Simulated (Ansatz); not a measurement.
# Does disorder add resistance in series? Ta(100) layers with 25 % Zn

Two lengths of the disordered region are known. What area resistance does the third give?

How it was computed: Ansatz 0.2.0, plane waves with PAW datasets at their recommended cutoffs (420 eV for most), Fermi-Dirac smearing; ballistic transmission by layer matching. The area resistance is RA = A (h/2e²)(1/T − 1/N), with T the zone-mean transmission per spin and N the lead's channels, both averaged over a few energies near the Fermi level; for magnets each spin is taken apart, with h/e², and the two conduct in parallel. Lateral cell 2x2, PBE, a fresh random draw for each length.

The runs, with one result withheld:

| length (Å) | channels N | RA (fΩ m²) |
| --- | --- | --- |
| 6.61 | 10.23 | 1.05 |
| 13.2 | 10.21 | 1.61 |
| 19.8 | 10.21 | ? |

Worked fit:

Ohm's law makes RA linear in the length: the slope is (1.61 − 1.05)/(13.2 − 6.61) = 0.0835 fΩ m² per Å, or 83 µΩ cm. Then 1.61 + 0.0835 × 6.61. Predicted: 2.16 fΩ m².

**The withheld run.**

1.94 fΩ m², so the prediction is 11 % too high. The three lengths together give 67 µΩ cm. The two increments are 0.55 and 0.34 fΩ m²; with one draw for each length, their difference can't be told from scatter.

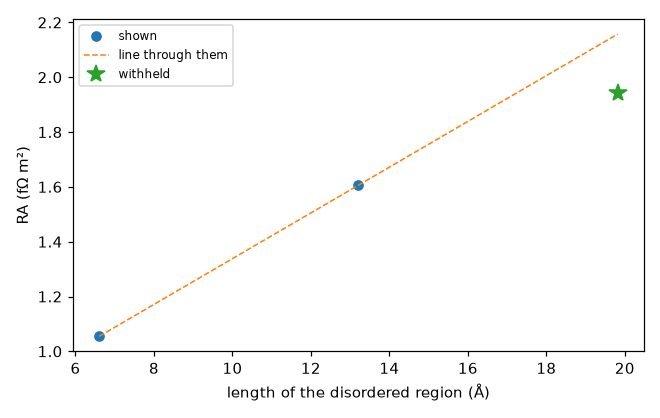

Area resistance against length.

Caveats: The scatterers repeat sideways with the small cell. The slope is a raw one; a model of isotropic scattering puts it 1.00 times the bulk value over these lengths. Atoms sit unrelaxed on the host's lattice, and the pair may not mix at random in practice. Spin-orbit coupling is left out, which matters for Ta.
